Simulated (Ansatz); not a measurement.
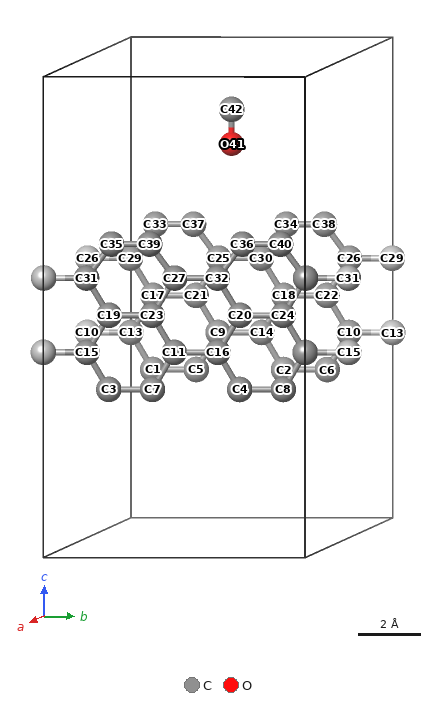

Fig. 1: The structure as given in the input (ball-and-stick view of the cell of the calculation, with the vacuum cut short, seen slightly off an axis; neighbours outside the cell are drawn fainter; atoms are numbered from 1 in the order of the input). An atom can appear more than once, as a periodic image.

## C41O: single-point calculation (part 1 of 2)

The run: single-point calculation of C41O (slab, 42 atoms in the cell). Method and program: DFT PBE+D3(BJ), scalar-relativistic, plane waves, PAW, PAW set soft_1, no spin polarisation (Ansatz 0.2.0).

The structure derives from an entry of the Crystallography Open Database. Figures and captions count atoms from 1; the log counts them from 0 in places.

What the program printed:
```
Engine: ansatz 0.2.0, aarch64-unknown-linux-gnu
Pseudopotentials: kind: paw
Pseudopotential: C, paw, valence charge 4, recommended cutoff 420 eV (normal), [file]
Pseudopotential: O, paw, valence charge 6, recommended cutoff 420 eV (normal), [file]
Functional definition: PBE
  parameter kappa = 0.804
  parameter beta = 0.06672455060314922
  exchange = pbe_x(kappa = kappa, mu = beta*pi^2/3)
  correlation = pbe_c(beta = beta)
Crystal: 42 atoms, lattice volume = 1352.386 Å³
Basis set: ecut = 420 eV, 26433 PW (Γ), exchange–correlation on 100×120×320 points (8 copies of the dense FFT grid, shifted against one another)
Bands: 127, of which v1, the nominal top of the filled ones, is band 85 counted from 1 (84 counted from 0)
Symmetry: 1 space group operations
Space group: P1 (ITA 1), of the structure as read, at distance tolerance 1.1e-4 Å
k-points: 10 of 16 (time reversal used)
Non-local potential: C, projectors of the file, l = 0: 2, l = 1: 2, l = 2: 1
Non-local potential: O, projectors of the file, l = 0: 2, l = 1: 2, l = 2: 1
PAW form: soft (Blöchl's): semilocal exchange-correlation on the pseudo side does not see the compensation charge
PAW one-centre angular grid: C, 110 points (default); XC on 64 Gauss nodes
PAW one-centre angular grid: O, 110 points (default); XC on 64 Gauss nodes
Initial wavefunctions: pseudopotential atomic-orbital guess
Functional: x = pbe(κ = 0.804, μ = 0.2195149727645171), c = pbe(β = 0.06672455060314922)
SCF iter   1: F=—  HF=-10844.463110 eV  |F-HF|=—  |Δ(HF+E_count)|=         —  Δρ=6.94e-2  dr2=6.22e1  ethr=3.10e-3  p=0.000 e·Å  D=5.49e-7 V/Å  ΔV_dip=-0.00 eV  dr2_dipole=6.29e-2  V_vac-E_F(+/−)=8.34/8.34 eV  ⟨swp⟩=7.0  Hψ=6316  notcnv=0  defer=149
efield: sawtooth ramp at fractional position 0.8401 (placed from the atoms, in the widest stretch of the axis that holds none; the zero of the levels goes with the place), width 0.0400; the density the first Hamiltonian is built on has a dipole p = 0.000 e·Å; the dipole correction subtracts the counter field D = 5.49e-7 V/Å, which shifts the + side's vacuum level by -0.00 eV against the − side's; the planar-averaged density in the ramp window peaks in size at 6.9e-7 e/Å³
preconditioner: auto → LDOS  [insulator: Δε(μ)=0.049 eV  Ē_g=14.018 eV  σ=0.050 eV  W_gap=0.51  n_scr=168 (ndim 8)  ℏωp=13.1 eV  f_vac=0.617  D(μ)=6.17/eV (n_scr^D=12)  ε∞_Penn≈1.9  β→1.0]
SCF iter   2: F=—  HF=-10828.737902 eV  |F-HF|=—  |Δ(HF+E_count)|=    1.57e1  Δρ=4.37e-2  dr2=2.86e1  ethr=3.10e-3  p=1.074 e·Å  D=1.44e-1 V/Å  ΔV_dip=-3.39 eV  dr2_dipole=5.65e-1  V_vac-E_F(+/−)=3.19/6.58 eV  ⟨swp⟩=4.0  Hψ=3418  notcnv=0  defer=348
SCF iter   3: F=—  HF=-10824.356147 eV  |F-HF|=—  |Δ(HF+E_count)|=    4.38e0  Δρ=3.52e-2  dr2=1.66e1  ethr=3.10e-3  p=-0.049 e·Å  D=-6.57e-3 V/Å  ΔV_dip=0.15 eV  dr2_dipole=6.35e-3  V_vac-E_F(+/−)=6.97/6.82 eV  ⟨swp⟩=4.0  Hψ=3894  notcnv=0  defer=338
SCF iter   4: F=—  HF=-10820.202455 eV  |F-HF|=—  |Δ(HF+E_count)|=    4.15e0  Δρ=5.61e-3  dr2=6.63e-1  ethr=3.10e-3  p=0.262 e·Å  D=3.50e-2 V/Å  ΔV_dip=-0.83 eV  dr2_dipole=9.97e-3  V_vac-E_F(+/−)=5.98/6.80 eV  ⟨swp⟩=3.0  Hψ=2649  notcnv=0  defer=338
SCF iter   5: F=—  HF=-10820.085755 eV  |F-HF|=—  |Δ(HF+E_count)|=   1.17e-1  Δρ=1.18e-3  dr2=3.78e-2  ethr=3.90e-4  p=0.341 e·Å  D=4.56e-2 V/Å  ΔV_dip=-1.07 eV  dr2_dipole=7.20e-3  V_vac-E_F(+/−)=5.59/6.66 eV  ⟨swp⟩=2.0  Hψ=2348  notcnv=0  defer=338
SCF iter   6: F=—  HF=-10820.083283 eV  |F-HF|=—  |Δ(HF+E_count)|=   2.47e-3  Δρ=5.30e-4  dr2=1.03e-2  ethr=2.22e-5  p=0.317 e·Å  D=4.24e-2 V/Å  ΔV_dip=-1.00 eV  dr2_dipole=2.74e-3  V_vac-E_F(+/−)=5.59/6.59 eV  ⟨swp⟩=2.0  Hψ=1565  notcnv=0  defer=338
SCF iter   7: F=—  HF=-10820.082292 eV  |F-HF|=—  |Δ(HF+E_count)|=   9.91e-4  Δρ=2.39e-4  dr2=2.55e-3  ethr=6.07e-6  p=0.295 e·Å  D=3.95e-2 V/Å  ΔV_dip=-0.93 eV  dr2_dipole=7.60e-4  V_vac-E_F(+/−)=5.62/6.55 eV  ⟨swp⟩=2.0  Hψ=1778  notcnv=0  defer=338
SCF iter   8: F=—  HF=-10820.082086 eV  |F-HF|=—  |Δ(HF+E_count)|=   2.06e-4  Δρ=8.07e-5  dr2=3.80e-4  ethr=1.50e-6  p=0.284 e·Å  D=3.80e-2 V/Å  ΔV_dip=-0.90 eV  dr2_dipole=1.25e-4  V_vac-E_F(+/−)=5.63/6.53 eV  ⟨swp⟩=2.0  Hψ=1427  notcnv=0  defer=338
SCF iter   9: F=—  HF=-10820.082075 eV  |F-HF|=—  |Δ(HF+E_count)|=   1.08e-5  Δρ=3.74e-5  dr2=6.29e-5  ethr=2.23e-7  p=0.279 e·Å  D=3.73e-2 V/Å  ΔV_dip=-0.88 eV  dr2_dipole=9.31e-6  V_vac-E_F(+/−)=5.64/6.52 eV  ⟨swp⟩=2.0  Hψ=1525  notcnv=0  defer=338
SCF iter  10: F=—  HF=-10820.082216 eV  |F-HF|=—  |Δ(HF+E_count)|=   1.41e-4  Δρ=1.53e-5  dr2=7.02e-6  ethr=3.70e-8  p=0.278 e·Å  D=3.72e-2 V/Å  ΔV_dip=-0.88 eV  dr2_dipole=7.37e-7  V_vac-E_F(+/−)=5.64/6.52 eV  ⟨swp⟩=2.0  Hψ=1476  notcnv=0  defer=338
SCF iter  11: F=—  HF=-10820.082218 eV  |F-HF|=—  |Δ(HF+E_count)|=   2.00e-6  Δρ=2.78e-6  dr2=1.79e-7  ethr=4.13e-9  p=0.278 e·Å  D=3.72e-2 V/Å  ΔV_dip=-0.88 eV  dr2_dipole=1.53e-8  V_vac-E_F(+/−)=5.64/6.52 eV  ⟨swp⟩=2.0  Hψ=1786  notcnv=0  defer=338
SCF iter  12: F=-10820.082219 eV  HF=-10820.082219 eV  |F-HF|=4.63e-8  |Δ(HF+E_count)|=   2.42e-7  Δρ=1.36e-6  dr2=4.64e-8  ethr=5.88e-11  p=0.278 e·Å  D=3.72e-2 V/Å  ΔV_dip=-0.88 eV  dr2_dipole=2.39e-9  V_vac-E_F(+/−)=5.64/6.52 eV  ⟨swp⟩=36.5  Hψ=15320  notcnv=0
SCF 1 converged in 12 iterations: F = -10820.082219 eV  dr2 = 4.64e-8
  greatest PAW one-centre occupation: 0.892 electrons in one spin orbital (limit 2), on the O atom at site 40 (counted from 0), in its partial waves of l = 0
```

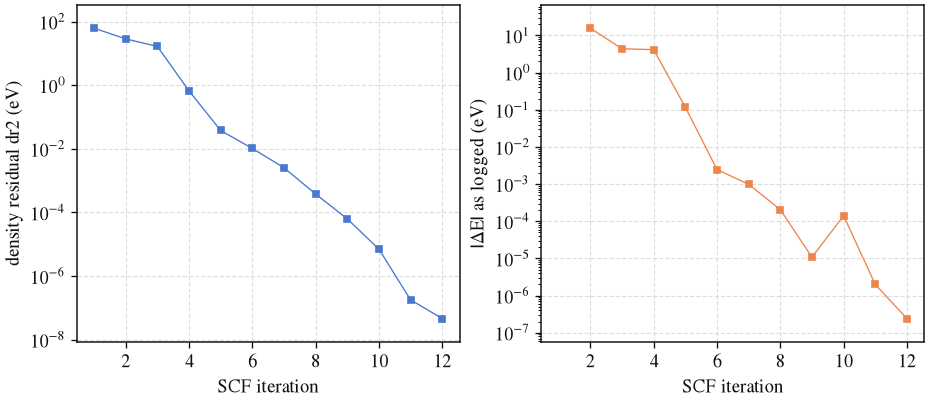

Fig. 2: Convergence of the self-consistent field: density residual dr2 and size of the energy change against the SCF iteration. The residual falls at every step.

```
WARN: The output density's exchange-correlation potential varies sharply where the density is thin. Do not read a vacuum level from v_tot or v_xc, or from such a field of the output density. On a cell that repeats whose density bears no net charge and no dipole along the vacuum's axis use v_es (v_loc + v_h of the components); under efield.dipole_correction with no amplitude use v_es + v_field, which holds any external_charges[].barrier, or the levels of the report's work_function block, which leave it out; under a non-zero efield.amplitude the vacuum is tilted and has no level; on a cell that repeats and bears such a dipole with no correction it is tilted too, and efield.dipole_correction with no amplitude gives each side of its ramp a level where efield: is served; in a cell that repeats whose density bears a net charge (total_charge, or a fill off its count) it is curved and has none; of a slab under crystal.periodic whose density bears no net charge use v_es, which has a level on each side, short of where the two are joined; of another it falls or rises all the way out and has none; of a slab beside external_charges read slab_vacuum_level instead, which it has where they leave it neutral. The grid or the basis barely resolves most such structure, and the values can differ between equally converged runs; as a rule a tighter scf.convergence.dr2_threshold does not remove it. Where the density itself ripples (under the LDA too) a higher basis.ecutwfc lessens it. The files hold the spikes' plane waves up to the density's cutoff. Files: v_tot_of_output_density and the like, and their columns of v_z.tsv (output.write_potential); v_xc_of_output_density and the like, and their columns of v_comp_z.tsv (output.write_potential_components). Measured: with its Gaussian average of σ = 0.25 Å subtracted twice, the exchange-correlation potential is over 0.1 eV at 683 of the grid points where the equally averaged density (valence and model cores) is under 1e-3 e/Å³, and 0.497 eV at the most among them, at an averaged density of 9.1e-4 e/Å³. The input density's (outcome.potential() and, of a run that writes arrays, v_tot and v_xc) is over 0.1 eV, so measured, at 678 points of its own thin density, 0.496 eV at the most. See output.write_potential in the manual, Limitations
SCF converged after 12 iterations
Free energy (F): -10820.082219 eV
Harris-Foulkes:  -10820.082219 eV  (|F-HF|=4.63e-8)
Internal energy: -10820.066404 eV  (E = F + TS)
E sigma→0 (E₀):  -10820.074311 eV
Entropy (-TS):   -0.015815 eV (-0.377 meV/atom)
Fermi energy:    -2.558729 eV
Dipole field:    D = 0.037182 V/Å  (p = 0.277892 e·Å, saw-weighted, corrected)
Work function:   Φ+ = 5.6399 eV   Φ− = 6.5167 eV
Levels:          The Fermi level and band energies are counted from a zero that moves with the ramp; work functions are not
--- Per-component energies (eV) ---
  E_band       = -1816.461333
  E_kinetic    = 3712.975613
  E_local      = -93098.981697  (includes V_loc(G=0)·N_el)
  E_nonlocal   = 1025.882447
  E_hartree    = 44651.605683
  E_xc         = -1958.811956
  E_vxc        = -2410.558355  (∫ρ·V_xc dr)
  E_paw        = -4262.475174  (= ΣΔE_a)
  E_vpaw       = -359.759441  (= ΣTr[D̂ρ^β])
  E_aug_tail   = 0.001446  (compensation charges beyond the density's cutoff)
  E_efield     = 0.005166  (sawtooth field / dipole correction)
  E_vefield    = 10.760278  (∫n·V_field dr)
  E_ewald      = 39114.479992
  E_disp       = -4.747925  (pairwise vdW)
  E_smearing   = -0.015815  (= −TS)
  E_closure    = -0.000000  (closes the sum)
  Σ components = -10820.082219   (vs F -10820.082219, Δ=0.00e0)
--- Forces (eV/Å), atoms counted from 1 ---
  atom   1  C     -2.58821474     6.09160919     1.14126968
  atom   2  C     -2.58496210     6.09285641     1.14158231
  atom   3  C     -2.58495282     6.09252784     1.14170904
  atom   4  C     -2.58854581     6.09322602     1.14123079
  atom   5  C      2.58820104    -6.09196064     1.14153346
  atom   6  C      2.58474215    -6.09259757     1.14136217
  atom   7  C      2.58526033    -6.09254321     1.14167649
  atom   8  C      2.58863397    -6.09300063     1.14115239
  atom   9  C     -0.16204407     0.37868170    -1.15239883
  atom  10  C     -0.16055081     0.37878566    -1.15308525
  atom  11  C     -0.16127623     0.37901152    -1.15315984
  atom  12  C     -0.16254682     0.37657004    -1.15243018
  atom  13  C      0.16229075    -0.37749819    -1.15287765
  atom  14  C      0.16118679    -0.37908347    -1.15259645
  atom  15  C      0.16094718    -0.37906078    -1.15360198
  atom  16  C      0.16172439    -0.37833125    -1.15196732
  atom  17  C     -0.00222046    -0.00708132     0.01157646
  atom  18  C     -0.00325124    -0.00439825     0.01258066
  atom  19  C     -0.00339284    -0.00474037     0.01307032
  atom  20  C     -0.00506835    -0.00422628     0.01030181
  atom  21  C      0.00428065     0.00448681     0.01198163
  atom  22  C      0.00299921     0.00596643     0.01260392
  atom  23  C      0.00345217     0.00458139     0.01267425
  atom  24  C      0.00159902     0.00748325     0.00937143
  atom  25  C      0.00618180     0.00849995    -0.00066561
  atom  26  C      0.00429703     0.00268011    -0.01277088
  atom  27  C      0.00468462     0.00652917    -0.01122069
  atom  28  C      0.01236337    -0.00422795    -0.01023759
  atom  29  C     -0.00884654    -0.00056929    -0.01253775
  atom  30  C     -0.00257023    -0.00726365    -0.00565284
  atom  31  C     -0.00344749    -0.00517556    -0.01292175
  atom  32  C     -0.00827871    -0.00513436     0.00276290
  atom  33  C      0.01033630    -0.00291519     0.02281679
  atom  34  C      0.00471145    -0.00466036     0.00741618
  atom  35  C      0.00734445    -0.00933373     0.01398052
  atom  36  C      0.01443811     0.01301983    -0.01310119
  atom  37  C     -0.00929807    -0.00531213    -0.00135027
  atom  38  C     -0.00501553     0.00704663     0.01911481
  atom  39  C     -0.00845415     0.01003367     0.01299316
  atom  40  C     -0.00866019     0.00464443     0.01898384
  atom  41  O     -0.00894552    -0.01021949     1.53921243
  atom  42  C      0.00087495     0.00107656    -1.55999162
  max |Σ_I F_I| component: 3.90e-4 eV/Å
--- Band table (eV; the first three rows and the last of 10) ---
  k-point 0: bands = ["-26.0841", "-21.3266", "-21.0467", "-19.9519", "-19.8270", "-19.6967", "-19.5678", "-19.4766", "-19.2197", "-18.2234", "-18.1065", "-17.8223", "-17.7016", "-16.7628", "-16.5677", "-16.0134", "-15.9775", "-15.9100", "-15.8629", "-15.3339", "-15.3084", "-14.4209", "-14.4000", "-14.2705", "-14.1787", "-13.9084", "-13.8217", "-12.6054", "-12.5456", "-11.3559", "-11.3394", "-11.2772", "-11.2730", "-11.2035", "-11.1130", "-11.1045", "-10.5957", "-10.5692", "-10.1671", "-10.1459", "-10.0535", "-9.6881", "-9.6335", "-8.9261", "-8.9255", "-8.7390", "-8.7194", "-8.7187", "-8.6924", "-8.6541", "-8.6074", "-8.1962", "-8.1485", "-7.9648", "-7.8429", "-7.8159", "-7.8076", "-7.7804", "-7.7230", "-7.3919", "-7.3060", "-7.1093", "-6.9824", "-6.4326", "-6.2888", "-6.1331", "-6.1159", "-5.4871", "-5.3413", "-5.3386", "-4.8294", "-4.7399", "-4.6582", "-4.6204", "-4.3506", "-4.0662", "-3.9762", "-3.9303", "-3.8816", "-3.6670", "-3.4929", "-3.4236", "-3.3620", "-2.7641", "-2.5890", "-2.5201", "-1.9800", "-1.9177", "-1.8249", "-1.6234", "-1.4737", "-1.3290", "-1.3105", "-0.8544", "-0.6676", "-0.5042", "-0.3555", "0.0651", "0.7443", "0.7568", "0.7986", "1.2790", "1.4045", "1.8411", "1.9194", "2.4084", "2.4997", "2.9459", "3.0143", "3.2440", "3.5591", "4.0017", "4.1377", "4.2110", "4.4211", "4.6317", "4.6821", "4.7011", "4.8686", "4.9600", "5.1904", "5.3022", "5.4468", "5.4944", "5.6204", "5.6273", "5.7168"]
```
